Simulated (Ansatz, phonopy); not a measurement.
# How KCl (Sylvite, Fm-3m) expands on warming, part 4 of 5

How much does KCl (Sylvite) expand with temperature?

Measurements to reproduce:
- volume expansion coefficient 111.3 1e-6/K and heat capacity C_P per formula unit 51.7 J/mol/K near room temperature (given in “High-Throughput Prediction of Finite-Temperature Properties using the Quasi-Harmonic Approximation”, 2016, arXiv:1603.06924)
- volume expansion coefficient 114.9 1e-6/K near room temperature (given in “Descriptors for thermal expansion in solids”, 2017, arXiv:1701.03966)

Ansatz 0.2.0; DFT LDA, scalar-relativistic, plane waves, PAW.

So far, volume expansion coefficient at 300 K (× 1e-6/K): step 8 (quasi-harmonic fit by phonopy) 109.

**9. Phonons on strained cells, cutoff 487.2 eV, k-mesh 12×12×12**

The study relaxes the crystal at several strains, solves the phonons on some of them and minimises the free energy at each temperature (static energy, vibrations, the electrons in a metal, and PV under a set pressure); the q-mesh sets how far the force constants reach.

This step: DFT LDA, scalar-relativistic, plane waves, PAW (Ansatz 0.2.0).

input.yaml reads:

```yaml
crystal:
  lattice:
    - [0.0, 3.0385007258, 3.0385007258]
    - [3.0385007258, 0.0, 3.0385007258]
    - [3.0385007258, 3.0385007258, 0.0]
  atoms:
    - { symbol: K, position: [0.0, 0.0, 0.0] }
    - { symbol: Cl, position: [0.5, 0.5, 0.5] }
kpoints:
  mp_grid: { grid: [12, 12, 12] }
hamiltonian:
  xc: lda
scf:
  occupations: { method: fixed }
output:
  eigenvalues: true
phonons:
  method: dfpt
  qmesh: [4, 4, 4]
  temperatures: { t_max: 800.0, t_step: 50 }
  thermal_expansion: {}
```

On the command line:

```
ansatz run input.yaml --threads 4 --pin off --max-ram 16384MiB --backend cpu --events-out ev --progress --plain --runs-dir out
```

Numbers of over 12 decimals in the logs are rounded to 6 here.

Output:

```text
[...]
Crystal: 2 atoms, lattice volume = 56.106 Å³
Basis set: ecut = 487.2 eV, 1363 PW (Γ), exchange–correlation on 64×64×64 points (8 copies of the dense FFT grid, shifted against one another)
Bands: 12, of which v1, the nominal top of the filled ones, is band 8 counted from 1 (7 counted from 0)
Symmetry: 48 space group operations
[...]
k-points: 72 of 1728
[...]
SCF iter   1: F=—  HF=-2544.300759 eV  |F-HF|=—  |Δ(HF+E_count)|=         —  Δρ=6.63e-3  dr2=2.37e-2  ethr=1.77e-3  ⟨swp⟩=4.8  Hψ=4698  notcnv=0  defer=142
[...]
SCF iter   7: F=-2544.292119 eV  HF=-2544.292119 eV  |F-HF|=9.09e-13  |Δ(HF+E_count)|=  2.27e-10  Δρ=2.08e-7  dr2=7.85e-12  ethr=1.00e-12  ⟨swp⟩=4.9  Hψ=5309  notcnv=0
SCF 1 converged in 7 iterations: F = -2544.292119 eV  dr2 = 7.85e-12
[...]
relax step   1: F+E_penalty+E_count = -2544.29211940 eV  Δ(F+E_penalty+E_count) = +0.000e0 eV  max|allowed force component| = 4.109e-30 eV/Å  Δτ_max = 0.0000 Å  (7 SCF iters, accepted)
SCF converged after 7 iterations
Free energy (F): -2544.292119 eV
[...]
Internal energy: -2544.292119 eV  (E = F + TS)
E sigma→0 (E₀):  -2544.292119 eV
Fermi energy:    1.340244 eV
[...]
--- Stress (GPa, compression-positive) ---
       -0.009390       0.000000      -0.000000
        0.000000      -0.009390      -0.000000
        0.000000       0.000000      -0.009390
  P = ⅓ Tr σ = -0.0094 GPa (-0.094 kbar)
--- Band table (eV; the first three rows and the last of 72) ---
  k-point 0: bands = [... 4 lower, -8.9728, 1.3402, 1.3402, 1.3402, 6.4507, 9.4389, 9.4389, 9.4389]
  k-point 1: bands = [... 4 lower, -8.9493, 1.2233, 1.3077, 1.3077, 6.6496, 9.3740, 9.5371, 9.5371]
  k-point 2: bands = [... 4 lower, -8.8869, 0.9335, 1.2210, 1.2210, 7.1692, 9.2672, 9.8243, 9.8243]
  k-point 71: bands = [... 4 lower, -8.8526, 0.7086, 0.7827, 0.7827, 9.1541, 9.1541, 10.9023, 11.3846]
── thermal expansion: 3 new cells, 3 in all ──
thermal expansion: relaxation of cell 2
thermal expansion: relaxation of cell 3
── thermal expansion: 2 new cells, 5 in all ──
thermal expansion: relaxation of cell 4
thermal expansion: lower-state search of cell 4
thermal expansion: phonons of cell 4
thermal expansion: relaxation of cell 5
thermal expansion: phonons of cell 5
── thermal expansion: 8 new cells, 13 in all ──
thermal expansion: relaxation of cell 6
thermal expansion: relaxation of cell 7
thermal expansion: relaxation of cell 8
thermal expansion: relaxation of cell 9
thermal expansion: relaxation of cell 10
thermal expansion: relaxation of cell 11
thermal expansion: relaxation of cell 12
thermal expansion: relaxation of cell 13
thermal expansion: phonons of cell 6
thermal expansion: phonons of cell 7
thermal expansion: phonons of cell 8
thermal expansion: phonons of cell 9
thermal expansion: phonons of cell 10
--- Relaxed structure (1 steps of the walk, 1 accepted, 0 SCFs on fresh bases) ---
  F+E_penalty+E_count = -2544.29211940 eV   max|allowed force component| = 4.109e-30 eV/Å
  atoms:
    - { symbol: K, position: [0.0, 0.0, 0.0] }
    - { symbol: Cl, position: [0.5, 0.5, 0.5] }
--- Thermal expansion: 13 cells in 3 rounds, 0 GPa ---
  no lower state was reached at cell 4
  without vibrations: a 4.29654, b 4.29654, c 4.29654 Å, V 56.0843 Å³, B 24.26 GPa
  at 0 K: a 4.31029, b 4.31029, c 4.31029 Å, V 56.6244 Å³, B 23.47 GPa
  zero-point expansion: a +0.320, b +0.320, c +0.320, V +0.963 %
[...]
0.00    4.31029    4.31029    4.31029    56.6244 |    0.00    0.00    0.00    0.00 |   71.87 |     0.000     0.000 |    23.47    23.47
   100.00    4.31465    4.31465    4.31465    56.7964 |   23.31   23.31   23.31   69.94 |   93.14 |    38.435    38.053 |    22.83    23.05
   200.00    4.32697    4.32697    4.32697    57.2846 |   32.02   32.02   32.02   96.06 |  102.09 |    47.908    46.538 |    21.52    22.16
   298.15    4.34152    4.34152    4.34152    57.8644 |   36.20   36.20   36.20  108.61 |       - |    50.859    48.390 |    20.15    21.18
   350.00    4.34991    4.34991    4.34991    58.2003 |   38.23   38.23   38.23  114.68 |  111.96 |    51.944    48.816 |    19.39    20.63
   450.00    4.36747    4.36747    4.36747    58.9081 |   42.48   42.48   42.48  127.43 |  118.78 |    53.889    49.262 |    17.85    19.53
   550.00    4.38717    4.38717    4.38717    59.7089 |   47.78   47.78   47.78  143.34 |  126.57 |    56.060    49.487 |    16.18    18.32
   650.00    4.40969    4.40969    4.40969    60.6332 |   55.08   55.08   55.08  165.25 |  136.00 |    58.893    49.616 |    14.31    16.99
   750.00    4.43635    4.43635    4.43635    61.7393 |   66.38   66.38   66.38  199.15 |  148.20 |    63.149    49.696 |    12.16    15.46
   800.00    4.45200    4.45200    4.45200    62.3952 |   75.01   75.01   75.01  225.02 |  156.02 |    66.355    49.726 |    10.93    14.58
[...]
vibrations' free energy: its fit leaves 0.0002 meV an atom at the most
  the electrons' free energy at temperature is not in it: every band gap is over 0.83 eV
  free energies summed between the sampled wave vectors
[...]
the FFT grids of the static calculations differ: 32 × 32 × 32, 36 × 36 × 36
  band gaps on the cells' k-points are 4.623 to 5.225 eV
```

Wall time 31 min (4 threads of Arm Neoverse V2, shared host); peak memory 3 GiB.

Numbers from this step:

- pressure: -0.009390 GPa
- principal linear expansion coefficients at 298 K: 36.2, 36.2, 36.2 1e-6/K

Strained cells of the study; zero-point energy where phonons were solved; the pressures are stresses at a fixed cutoff and can carry an offset from the finite basis. Expansion cells, by row:

```
cell  |a| (Å)  |b| (Å)  |c| (Å)  V (Å³/atom)  E - E_lowest (meV/atom)  pressure, compression positive (GPa)  gap (eV)  zero-point energy (meV/atom)
   1    4.297    4.297    4.297        28.05                        0                                -0.012      5.11                             -
   2    4.331    4.331    4.331        28.73                    1.222                                -0.557     5.022                             -
   3    4.263    4.263    4.263        27.39                    1.202                                 0.602     5.202                             -
   4    4.297    4.297    4.297        28.05                        0                                 -0.01     5.111                         23.59
   5    4.318    4.318    4.318        28.47                    0.486                                -0.359     5.055                         22.99
   6    4.331    4.331    4.331        28.72                    1.196                                -0.552     5.023                         22.64
   7    4.365    4.365    4.365        29.41                    4.617                                -1.031     4.938                          21.7
   8      4.4      4.4      4.4        30.12                    10.11                                -1.453     4.855                         20.77
   9    4.435    4.435    4.435        30.84                    17.51                                -1.823     4.776                         19.86
  10     4.47     4.47     4.47        31.59                     26.7                                -2.145     4.698                         18.95
  11    4.254    4.254    4.254        27.22                    1.921                                 0.771     5.225                             -
  12    4.276    4.276    4.276        27.63                    0.464                                 0.366     5.168                             -
  13    4.506    4.506    4.506        32.35                     37.6                                -2.426     4.623                             -
```

Quasi-harmonic; a, b, c are the run's own cell vectors. Expansion, by row:

```csv
T (K),a (Å),b (Å),c (Å),alpha (deg),beta (deg),gamma (deg),cell volume (Å³/cell),alpha_a (1e-6/K),alpha_b (1e-6/K),alpha_c (1e-6/K),alpha_V (1e-6/K),C_P (J/mol-atom/K),C_V (J/mol-atom/K),S (J/mol-atom/K),B_T (GPa),B_S (GPa),Grueneisen,extrapolation,fit error (1e-6/K)
0,4.31,4.31,4.31,60,60,60,56.62,0,0,0,0,0,0,0,23.47,23.47,-,0,0
50,4.311,4.311,4.311,60,60,60,56.65,9.8,9.8,9.8,29.41,10.12,10.1,4.965,23.35,23.39,1.16,0,0
100,4.315,4.315,4.315,60,60,60,56.8,23.31,23.31,23.31,69.94,19.22,19.03,15.31,22.83,23.05,1.435,0,0.01
150,4.32,4.32,4.32,60,60,60,57.02,28.93,28.93,28.93,86.78,22.47,22.04,23.82,22.19,22.63,1.5,0,0.01
200,4.327,4.327,4.327,60,60,60,57.28,32.02,32.02,32.02,96.06,23.95,23.27,30.51,21.52,22.16,1.533,0,0.02
250,4.334,4.334,4.334,60,60,60,57.57,34.28,34.28,34.28,102.8,24.82,23.87,35.96,20.83,21.67,1.556,0,0.03
298.1,4.342,4.342,4.342,60,60,60,57.86,36.2,36.2,36.2,108.6,25.43,24.2,40.38,20.15,21.18,1.576,0,0.04
300,4.342,4.342,4.342,60,60,60,57.88,36.27,36.27,36.27,108.8,25.45,24.2,40.54,20.12,21.16,1.577,0,0.04
350,4.35,4.35,4.35,60,60,60,58.2,38.23,38.23,38.23,114.7,25.97,24.41,44.5,19.39,20.63,1.597,0,0.05
400,4.358,4.358,4.358,60,60,60,58.54,40.26,40.26,40.26,120.8,26.46,24.54,48,18.63,20.09,1.617,0,0.06
450,4.367,4.367,4.367,60,60,60,58.91,42.48,42.48,42.48,127.4,26.95,24.63,51.15,17.85,19.53,1.638,0,0.08
500,4.377,4.377,4.377,60,60,60,59.3,44.95,44.95,44.95,134.8,27.46,24.7,54.01,17.03,18.94,1.66,0,0.08
550,4.387,4.387,4.387,60,60,60,59.71,47.78,47.78,47.78,143.3,28.03,24.74,56.66,16.18,18.32,1.685,0,0.09
600,4.398,4.398,4.398,60,60,60,60.15,51.1,51.1,51.1,153.3,28.68,24.78,59.12,15.27,17.68,1.711,0,0.11
650,4.41,4.41,4.41,60,60,60,60.63,55.08,55.08,55.08,165.2,29.45,24.81,61.45,14.31,16.99,1.741,0,0.12
700,4.422,4.422,4.422,60,60,60,61.16,60.02,60.02,60.02,180.1,30.38,24.83,63.66,13.28,16.25,1.774,0,0.13
750,4.436,4.436,4.436,60,60,60,61.74,66.38,66.38,66.38,199.2,31.57,24.85,65.8,12.16,15.46,1.812,0,0.1
800,4.452,4.452,4.452,60,60,60,62.4,75.01,75.01,75.01,225,33.18,24.86,67.88,10.93,14.58,1.858,0,0.47
```

Table of expansion coefficient by temperature; values in 1e-6/K:

| temperature (K) | volume | principal 1 |
| --- | --- | --- |
| 0 | 0 | 0 |
| 50 | 29.4 | 9.8 |
| 100 | 69.9 | 23.3 |
| 150 | 86.8 | 28.9 |
| 200 | 96.1 | 32.0 |
| 250 | 103 | 34.3 |
| 298 | 109 | 36.2 |
| 300 | 109 | 36.3 |
| 350 | 115 | 38.2 |
| 400 | 121 | 40.3 |
| 450 | 127 | 42.5 |
| 500 | 135 | 45.0 |
| 550 | 143 | 47.8 |
| 600 | 153 | 51.1 |
| 650 | 165 | 55.1 |
| 700 | 180 | 60.0 |
| 750 | 199 | 66.4 |
| 800 | 225 | 75.0 |

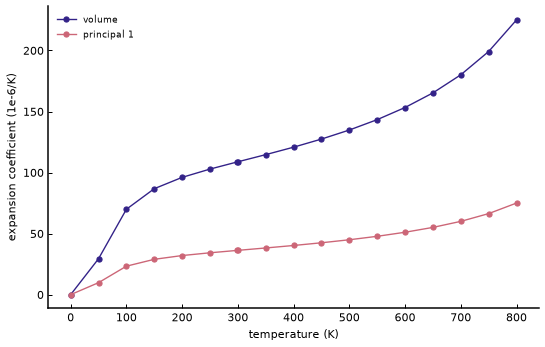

Expansion coefficient against temperature.

Changing the k-mesh (8×8×8 → 12×12×12) and the cutoff (550 → 487.2 eV) takes the volume expansion at 298 K from 109 to 109 × 10⁻⁶/K and B_T from 20.2 to 20.1 GPa.

**10. Free-energy fit**

This step: DFT LDA, scalar-relativistic, plane waves, PAW (phonopy 4.10.0).

This step gave:

```yaml
volume_expansion_coefficient_at_300_k: 108.7 1e-6/K
isothermal_bulk_modulus_at_300_k: 20.12 GPa
```

Table of energy (each curve on its own zero) by volume; values in meV/atom:

```csv
volume (Å³/atom),static,F at 0 K,F at 300 K,F at 800 K
28.05,0,2.09,6.91,17.9
28.47,0.49,1.97,5.57,13.7
28.72,1.2,2.34,5.18,11.6
29.41,4.62,4.82,5.56,7.09
30.12,10.1,9.38,7.86,4.31
30.84,17.5,15.9,11.9,3.03
31.59,26.7,24.1,17.6,3.04
```

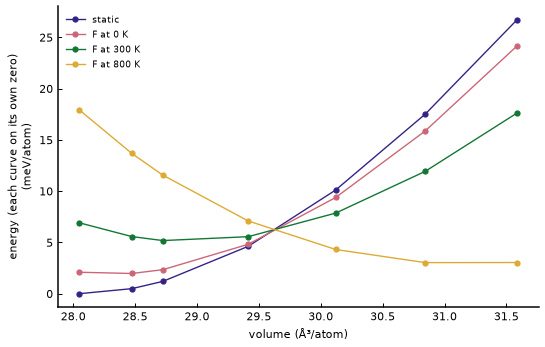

Energy (each curve on its own zero) against volume.

Phonopy-qha, vinet fit of F(V) at each temperature. Qha vinet, by row:

```
T (K)  fitted volume (Å³/atom)  alpha_V (1e-6/K)  B_T (GPa)  C_P (J/mol-atom/K)  Grueneisen
  100                     28.4             66.12      22.82               19.08       1.356
  150                    28.51             85.56       22.2               22.64        1.48
  200                    28.64             95.56      21.54               24.11       1.526
  250                    28.78             102.6      20.84               24.95       1.553
  300                    28.94             108.7      20.12               25.54       1.575
  350                     29.1             114.7      19.38               26.04       1.596
  400                    29.27               121       18.6               26.52       1.617
  450                    29.45             127.9       17.8                  27       1.639
  500                    29.65             135.6      16.97               27.51       1.663
  550                    29.86             144.3       16.1               28.08       1.689
  600                    30.08             154.4      15.21               28.74       1.717
  650                    30.32             166.4      14.28                29.5       1.748
  700                    30.58             180.6      13.31               30.42       1.783
  750                    30.87             197.9       12.3               31.55       1.821
```

Table of volume expansion coefficient by temperature; values in 1e-6/K:

```csv
temperature (K),"phonopy-qha, Vinet",Ansatz's own study
100,66.1,69.9
150,85.6,86.8
200,95.6,96.1
250,103,103
300,109,109
350,115,115
400,121,121
450,128,127
500,136,135
550,144,143
600,154,153
650,166,165
700,181,180
750,198,199
```

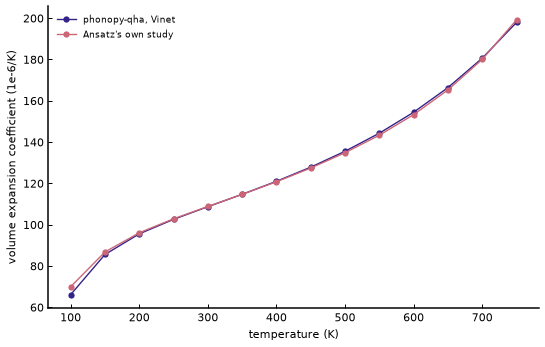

Volume expansion coefficient against temperature.

The fit gives a volume expansion of 109 × 10⁻⁶/K at 300 K, against 109 at 298 K from the study itself, whose static fit uses more cells.

**11. The quasi-harmonic study, cutoff 487.2 eV**

The study relaxes the crystal at several strains, solves the phonons on some of them and minimises the free energy at each temperature (static energy, vibrations, the electrons in a metal, and PV under a set pressure); the q-mesh sets how far the force constants reach.

This step: DFT LDA, scalar-relativistic, plane waves, PAW (Ansatz 0.2.0).

input.yaml, as its differences from that of step 9:

```diff
@@ -9,3 +9,3 @@
 kpoints:
-  mp_grid: { grid: [12, 12, 12] }
+  mp_grid: { grid: [8, 8, 8] }
 hamiltonian:
```

Output:

```text
[...]
Crystal: 2 atoms, lattice volume = 56.106 Å³
Basis set: ecut = 487.2 eV, 1363 PW (Γ), exchange–correlation on 64×64×64 points (8 copies of the dense FFT grid, shifted against one another)
Bands: 12, of which v1, the nominal top of the filled ones, is band 8 counted from 1 (7 counted from 0)
Symmetry: 48 space group operations
[...]
vibrations' free energy: its fit leaves 0.0002 meV an atom at the most
  the electrons' free energy at temperature is not in it: every band gap is over 0.83 eV
  free energies summed between the sampled wave vectors
[...]
the FFT grids of the static calculations differ: 32 × 32 × 32, 36 × 36 × 36
  band gaps on the cells' k-points are 4.623 to 5.226 eV
[key lines of the parts left out:]
SCF converged after 7 iterations
Free energy (F): -2544.292119 eV
Fermi energy:    1.340246 eV
P = ⅓ Tr σ = -0.0094 GPa (-0.094 kbar)
```

It took 10 min on 4 threads; peak memory 1.2 GiB; 39 min of CPU time.

Strained cells of the study; zero-point energy where phonons were solved; the pressures are stresses at a fixed cutoff and can carry an offset from the finite basis. Expansion cells, by row:

```
cell  |a| (Å)  |b| (Å)  |c| (Å)  V (Å³/atom)  E - E_lowest (meV/atom)  pressure, compression positive (GPa)  gap (eV)  zero-point energy (meV/atom)
   1    4.297    4.297    4.297        28.05                        0                                -0.012      5.11                             -
   2    4.331    4.331    4.331        28.73                    1.223                                -0.557     5.022                             -
   3    4.263    4.263    4.263        27.39                    1.202                                 0.602     5.202                             -
   4    4.297    4.297    4.297        28.05                        0                                 -0.01     5.111                         23.59
   5    4.318    4.318    4.318        28.47                    0.486                                -0.359     5.055                         22.99
   6    4.331    4.331    4.331        28.72                    1.196                                -0.552     5.023                         22.64
   7    4.365    4.365    4.365        29.41                    4.616                                -1.031     4.938                          21.7
   8      4.4      4.4      4.4        30.12                     10.1                                -1.453     4.855                         20.77
   9    4.435    4.435    4.435        30.84                    17.51                                -1.823     4.776                         19.86
  10     4.47     4.47     4.47        31.58                    26.69                                -2.145     4.698                         18.95
  11    4.254    4.254    4.254        27.22                    1.922                                 0.771     5.226                             -
  12    4.276    4.276    4.276        27.63                    0.464                                 0.366     5.168                             -
  13    4.506    4.506    4.506        32.35                     37.6                                -2.426     4.623                             -
```

Changing the k-mesh (12×12×12 → 8×8×8) takes the volume expansion at 298 K from 109 to 109 × 10⁻⁶/K and B_T from 20.1 to 20.1 GPa.

(Part 4 of 5 ends here.)

[Logs are printed without paths, hosts, clocks, repeated set-up lines and the standing remarks that a program may print on its own settings, such as how far it seeks lower states.]

[Hosts, paths, dates, database ids (printed as entryN), source tags and the programs' standing remarks are cut or masked in the printed files.]

[A step with changed settings may run another functional than the one named; its input shows which.]
